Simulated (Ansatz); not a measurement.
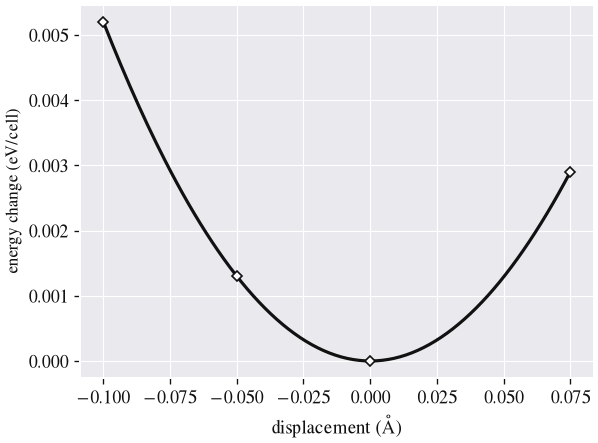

The plot gives the computed energy change against displacement for Ga₃Se, space group Pm-3m (No. 221).

Structure:
```xyz
4
Lattice="4.2249 0.0000 0.0000 0.0000 4.2249 0.0000 0.0000 0.0000 4.2249" Properties=species:S:1:pos:R:3 pbc="T T T"
Ga    0.0000    2.1125    2.1125
Ga    2.1125    0.0000    2.1125
Ga    2.1125    2.1125    0.0000
Se    0.0000    0.0000    0.0000
```

How it was computed, with Ansatz 0.2.0: all atoms of one element of a crystal moved along a line, all else fixed, by plane-wave density functional theory with PAW datasets, free energies less that of the undisturbed cell, pressure positive in compression; scalar-relativistic. Level: PBEsol with D3(BJ), no spin polarisation.

wave cutoff 420 eV; k mesh 12×12×12; occupations Gaussian; smearing width 0.15 eV; k shift (0, 0, 0) (mesh steps); start relaxed; moved element Se; direction (1, 0, 0) (Cartesian unit vector).

From this curve and the settings, what does the calculation give for the force along the direction (sum over moved atoms) and pressure at the same points?

The force along the direction (sum over moved atoms) falls from 0.1059 eV/Å at displacement −0.100 Å to −0.0786 eV/Å at 0.075 Å, and changes sign near 0.000 Å. The pressure goes from 0.171 GPa at displacement −0.100 Å to 0.135 GPa at 0.075 Å, not monotonically, with a low of 0.090 GPa at 0.000 Å.

```
displacement (Å)  force along the direction (sum over moved atoms) (eV/Å)  pressure (GPa)
          -0.100                                                   0.1059           0.171
          -0.050                                                   0.0520           0.110
           0.000                                                   0.0000           0.090
           0.075                                                  -0.0786           0.135
```

Keep in mind: no spin polarisation, a magnetic state may lie lower.
